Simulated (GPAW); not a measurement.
Polymorphs of AlN told apart by optics

Method, alike for all: GPAW, LDA, RPA, without spin-orbit coupling, line width 0.15 eV (Lorentzian).

Structure 1:

It takes space group P6_3mc (No. 186, hexagonal). The conventional cell has a = 3.113 Å, b = 3.113 Å, c = 4.981 Å, α = 90.00°, β = 90.00°, γ = 120.00°. Al on site b is surrounded by 4 N at 1.89 Å. N on site b has 4 Al at 1.89 Å as nearest neighbours.

Structure 2:

The structure is cubic, space group F-43m (No. 216). The conventional cell has a = 4.368 Å, b = 4.368 Å, c = 4.368 Å, α = 90.00°, β = 90.00°, γ = 90.00°. Around Al on site a lie 4 N at 1.89 Å. N on site d is surrounded by 4 Al at 1.89 Å.

Spectrum A:

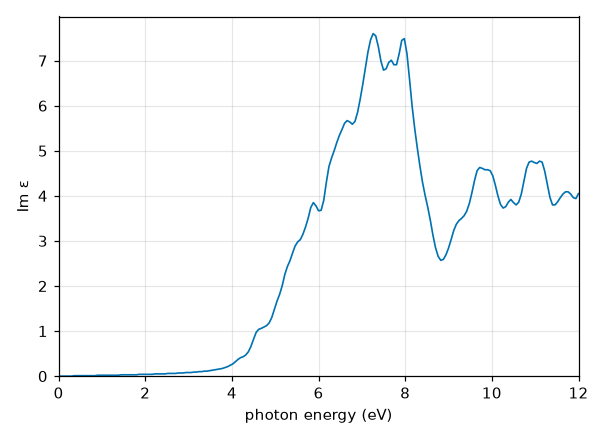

Spectrum B:

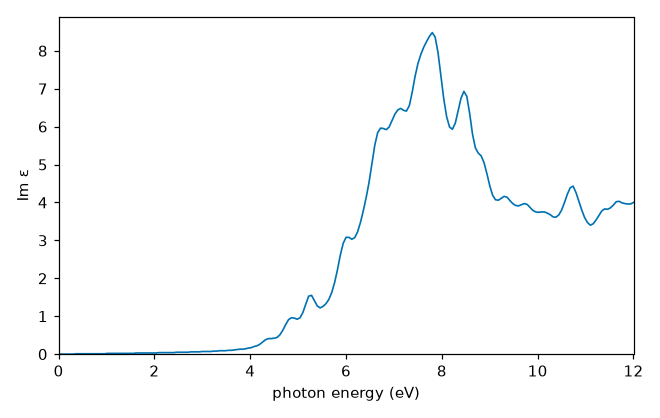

Task: Which spectrum belongs to which structure?

Result: B is structure 1 (P6_3mc, 10.5 Å³ an atom): ε∞ = 4.35 along the first axis, strongest peak along the first axis at 7.80 eV. A is structure 2 (F-43m, 10.4 Å³ an atom): ε∞ = 4.48 along the first axis, strongest peak along the first axis at 7.27 eV.
